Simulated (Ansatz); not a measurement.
**Wannier-function calculation, with input and output: KCl**

System: KCl (Pm-3m, 2 atoms in the cell).
Method: maximally localised Wannier functions of PBE bands, plane waves, PAW, no spin polarisation (Ansatz 0.2.0).

The structure was built on a prototype by a generator. The geometry comes from this level: r2SCAN. It belongs to a series of runs on one base structure; here: anion s p.

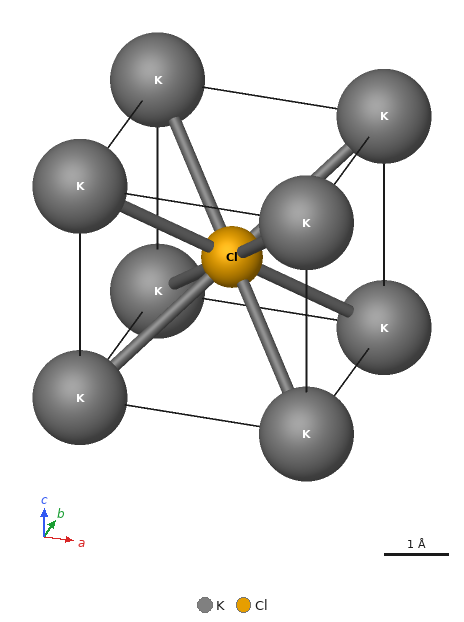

The input geometry (ball-and-stick view of the cell of the calculation, seen at an oblique angle). An atom can appear more than once, as a periodic image.

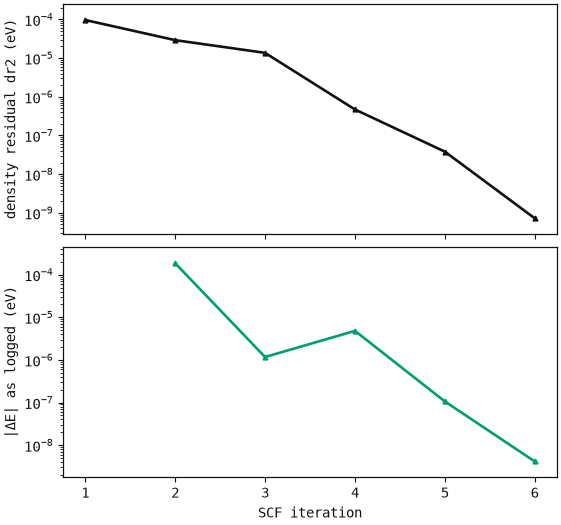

Convergence of the self-consistent field: density residual dr2 and size of the energy change against the SCF iteration. The residual falls at every step.

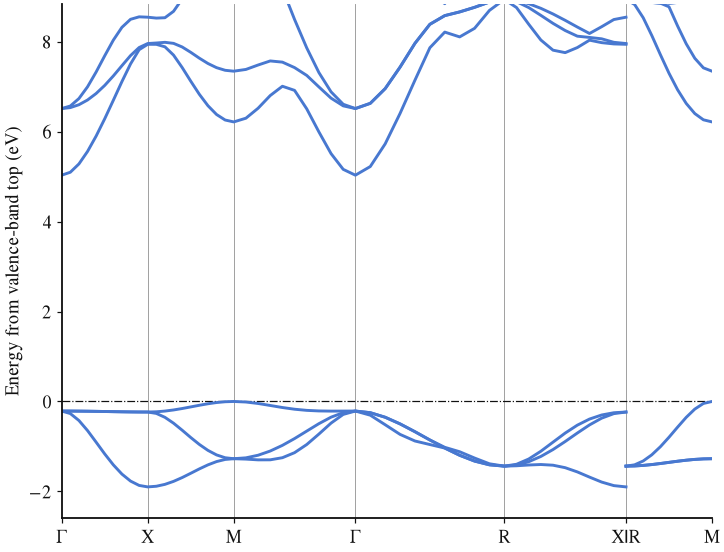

Band structure along Γ–X–M–Γ–R–X|R–M, with energies from the valence-band top. There is a gap of 5.03 eV on this path, indirect, from M to Γ.

The input and output of the run follow.

## Input file
```yaml
crystal:
  lattice:
    - [3.7711682885, 0.0, 0.0]
    - [0.0, 3.7711682885, 0.0]
    - [0.0, 0.0, 3.7711682885]
  atoms:
    - { symbol: K, position: [0.0, 0.0, 0.0] }
    - { symbol: Cl, position: [0.5, 0.5, 0.5] }
kpoints:
  mp_grid: { grid: [6, 6, 6] }
  band_path:
    path:
      - [[0.0, 0.0, 0.0], [-5.002278969392e-102, 0.5, 2.173441216971e-68], [0.5, 0.5, -1.021396976766e-34], [0.0, 0.0, 0.0], [0.5, 0.5, 0.5], [-5.002278969392e-102, 0.5, 2.173441216971e-68]]
      - [[0.5, 0.5, 0.5], [0.5, 0.5, -1.021396976766e-34]]
    npoints: 10
hamiltonian:
  xc: pbe
scf:
  occupations: { method: fixed }
  n_extra_bands: 6
output:
  forces: false
  stress: false
  eigenvalues: true
  wannier:
    kmesh: [4, 4, 4]
    projections: [{ species: Cl, l: s, shell: 3 }, { species: Cl, l: p, shell: 3 }]
    minimise: true
    write_hr: true
    conv_tol: 1.0e-08
    max_iter: 3000
```

## File wannier.win
```
! ansatz wannier90 interface
! projections by site (counted from 0) and shell: 1 3S, 1 3P
! states of the run's bands (counted from 1): 2-2, 6-8
! their least projectability: 0.7316
num_bands = 4
num_wann  = 4
num_iter  = 2000
conv_tol = 1e-8
conv_window = 5
guiding_centres = true
write_hr = true

begin unit_cell_cart
Ang
             3.7711682885                      0.0                      0.0
                      0.0             3.7711682885                      0.0
                      0.0                      0.0             3.7711682885
end unit_cell_cart

begin atoms_frac
K                        0.0                      0.0                      0.0
Cl                       0.5                      0.5                      0.5
end atoms_frac

mp_grid = 4 4 4
```

Command:
```bash
ansatz run input.yaml --threads 4 --pin off --max-ram 3686MiB --backend cpu --events-out ev --progress --plain --runs-dir out
```

## Log
```
scf.n_extra_bands = 6 over 8 filled bands (N_el = 16.0): the run solves 14 bands
Engine: ansatz 0.2.0, aarch64-unknown-linux-gnu
Pseudopotentials: kind: paw
Pseudopotential: K, paw, valence charge 9, recommended cutoff 420 eV (normal), K.paw.azcp
Pseudopotential: Cl, paw, valence charge 7, recommended cutoff 420 eV (normal), Cl.paw.azcp
Functional definition: PBE
  parameter kappa = 0.804
  parameter beta = 0.06672455060314922
  exchange = pbe_x(kappa = kappa, mu = beta*pi^2/3)
  correlation = pbe_c(beta = beta)
Crystal: 2 atoms, lattice volume = 53.632 Å³
Basis set: ecut = 420 eV, 1021 PW (Γ)
Bands: 14, of which v1, the nominal top of the filled ones, is band 8 counted from 1 (7 counted from 0)
Symmetry: 48 space group operations
Space group: Pm-3m (ITA 221), of the structure as read, at distance tolerance 3.8e-5 Å
k-points: 20 of 216
Non-local potential: K, projectors of the file, l = 0: 3, l = 1: 2, l = 2: 2
Non-local potential: Cl, projectors of the file, l = 0: 2, l = 1: 2, l = 2: 2
PAW form: soft (Blöchl's): semilocal exchange-correlation on the pseudo side does not see the compensation charge
PAW one-centre angular grid: K, 110 points (default); XC on 64 Gauss nodes
PAW one-centre angular grid: Cl, 110 points (default); XC on 64 Gauss nodes
Initial density: superposition of atomic densities (neutral atoms: chi_scale 0, normalization atom), corrected by the library's trained network
Initial wavefunctions: pseudopotential atomic-orbital guess
Functional: x = pbe(κ = 0.804, μ = 0.2195149727645171), c = pbe(β = 0.06672455060314922)
SCF iter   1: F=—  HF=-2621.061250 eV  |F-HF|=—  |Δ(HF+E_count)|=         —  Δρ=3.30e-4  dr2=9.68e-5  ethr=1.77e-3  ⟨swp⟩=4.8  Hψ=1433  notcnv=0  defer=65
preconditioner: auto → none  [insulator: Δε(μ)=5.016 eV  Ē_g=16.043 eV  n_scr=6 (ndim 8)  ℏωp=19.0 eV  f_vac=0.007  ε∞_Penn≈2.4]
SCF iter   2: F=—  HF=-2621.061064 eV  |F-HF|=—  |Δ(HF+E_count)|=   1.86e-4  Δρ=2.02e-4  dr2=2.92e-5  ethr=6.05e-7  ⟨swp⟩=2.1  Hψ=635  notcnv=0  defer=74
SCF iter   3: F=—  HF=-2621.061063 eV  |F-HF|=—  |Δ(HF+E_count)|=   1.17e-6  Δρ=1.47e-4  dr2=1.37e-5  ethr=1.82e-7  ⟨swp⟩=2.0  Hψ=392  notcnv=0  defer=77
SCF iter   4: F=—  HF=-2621.061058 eV  |F-HF|=—  |Δ(HF+E_count)|=   4.80e-6  Δρ=3.34e-5  dr2=4.70e-7  ethr=8.57e-8  ⟨swp⟩=2.0  Hψ=320  notcnv=0  defer=77
iter 5 did not close the SCF: its close was put off for the readings that it lacked (scf_convergence_deferred on its scf_iter line)
SCF iter   5: F=-2621.061058 eV  HF=-2621.061058 eV  |F-HF|=2.06e-8  |Δ(HF+E_count)|=   1.06e-7  Δρ=8.33e-6  dr2=3.82e-8  ethr=2.94e-9  ⟨swp⟩=2.3  Hψ=362  notcnv=0  defer=77
SCF iter   6: F=-2621.061058 eV  HF=-2621.061058 eV  |F-HF|=4.33e-10  |Δ(HF+E_count)|=   4.14e-9  Δρ=1.07e-6  dr2=7.22e-10  ethr=2.39e-10  ⟨swp⟩=5.6  Hψ=1708  notcnv=0
SCF 1 converged in 6 iterations: F = -2621.061058 eV  dr2 = 7.22e-10
  greatest PAW one-centre occupation: 0.987 electrons in one spin orbital (limit 2), on the K atom at site 0 (counted from 0), in its partial waves of l = 0
NSCF: frozen V_eff on 62 k-points
NSCF: frozen V_eff on 13 k-points
the Wannier pass solved 13 of the 64 points of its mesh, and has the states at the others by symmetry: states obtained by the crystal's operations at points that were solved too leave a residual of 2.60e-13 eV (read by the count's bands and the next), within 4.17e-6 eV
SCF converged after 6 iterations
Free energy (F): -2621.061058 eV
Harris-Foulkes:  -2621.061058 eV  (|F-HF|=4.33e-10)
Internal energy: -2621.061058 eV  (E = F + TS)
E sigma→0 (E₀):  -2621.061058 eV
Fermi energy:    2.569295 eV
--- Per-component energies (eV) ---
  E_band       = -113.405821
  E_kinetic    = 416.363799
  E_local      = -736.926339  (includes V_loc(G=0)·N_el)
  E_nonlocal   = 41.051586
  E_hartree    = 240.082402
  E_xc         = -243.375146
  E_vxc        = -288.325528  (∫ρ·V_xc dr)
  E_paw        = -1441.149919  (= ΣΔE_a)
  E_vpaw       = -25.733665  (= ΣTr[D̂ρ^β])
  E_aug_tail   = 0.000087  (compensation charges beyond the density's cutoff)
  E_ewald      = -897.107528
  E_smearing   = -0.000000  (= −TS)
  E_closure    = -0.000000  (closes the sum)
  Σ components = -2621.061058   (vs F -2621.061058, Δ=0.00e0)
--- Band table (eV; the first three rows and the last of 20) ---
  k-point 0: bands = ["-25.3960", "-10.1002", "-8.7719", "-8.7719", "-8.7719", "2.3565", "2.3565", "2.3565", "7.5997", "9.0808", "9.0808", "13.2671", "13.2671", "13.2671"]
  k-point 1: bands = ["-25.3900", "-10.1461", "-8.7627", "-8.7627", "-8.7368", "1.8387", "2.3516", "2.3516", "8.2351", "9.3149", "9.6678", "13.1792", "13.1792", "13.3998"]
  k-point 2: bands = ["-25.3780", "-10.2410", "-8.7442", "-8.7442", "-8.6566", "1.0182", "2.3406", "2.3406", "9.5430", "9.9569", "10.8019", "13.1229", "13.1229", "13.5833"]
  k-point 19: bands = ["-25.3291", "-9.6414", "-8.9680", "-8.9680", "-8.9680", "1.1319", "1.1319", "1.1319", "11.5064", "11.5064", "11.5064", "12.6549", "12.6549", "12.6549"]
Wannier search: line search 1 of at most 3000: gauge-dependent spread (as the search counts it) 1.1504475 Å², largest recent change 1.3e-2 Å² and fall left 4.4e-6 Å² against conv_tol 1.0e-8 Å², 0 stops escaped
WARN: [file] 42 periodic images of 42 elements of H(R) lie 4.88e-4 to 1.95e-3 Å beyond their element's nearest image, near the 9.77e-4 Å window within which an element is shared among its images; whether they share it moves the interpolated H(k) by 6.6e-3 eV (Frobenius norm, root mean square over the Brillouin zone); at the model's own mesh points H(k) does not change
```

## File wannier.spreads.toml
```
omega_i_ang2 = 4.9866928232362255
omega_d_ang2 = 0.0010836182982884195
omega_od_ang2 = 0.6154801015178472
omega_total_ang2 = 5.603256543052361
least_projectability = 0.7316293858896843
b_vectors_match_mmn = true
n_iter = 51
converged = true
rejected_fitted_steps = 0

[[wannier]]
r = [2.2695960103384922, 1.8137541418478862, 1.81355562117441]
spread = 1.3985030761715773

[[wannier]]
r = [1.813378729169559, 1.8134839215708498, 2.269511846977445]
spread = 1.3985132058081486

[[wannier]]
r = [1.813045971266457, 2.26942115864609, 1.8132248396252866]
spread = 1.398533284055116

[[wannier]]
r = [1.6534585343742143, 1.6527907160924047, 1.653174449394956]
spread = 1.407706977017467

[[curvature_check]]
after_line_search = 7
omega_tilde_before_ang2 = 1.1504418494911346
krylov_steps = 29
lowest_ritz_value_ang2 = -1.4517320755082792
residual_ang2 = 5.07504145399288e-10
settled = true
first_negative_step = 2
curvature_along_ang2 = -1.4517320753958676
angle_rad = 1.106020582903621
omega_tilde_after_ang2 = 0.6566926150289876
outcome = "escaped"

[[curvature_check]]
after_line_search = 51
omega_tilde_before_ang2 = 0.6165637198161356
krylov_steps = 25
lowest_ritz_value_ang2 = 0.008264633849649148
residual_ang2 = 1.2832584888313182e-11
settled = true
outcome = "no-negative-curvature"
```

## Key numbers

| quantity | value |
| --- | --- |
| outcome | converged |
| space group (tolerance 0.01 Å) | Pm-3m (221) |
| electrons treated | 16 |
| free energy | −2621.0611 eV |
| total spread of the Wannier functions | 5.603 Å² |
| Fermi energy | 2.569 eV |
| gap on the k-point mesh | 5.03 eV |
| hardware | 4 threads of Arm Neoverse V1, 24 GiB of memory available, shared host |
| wall time | 0.94 s (CPU time 3 s) |
| peak memory | 0.27 GiB |
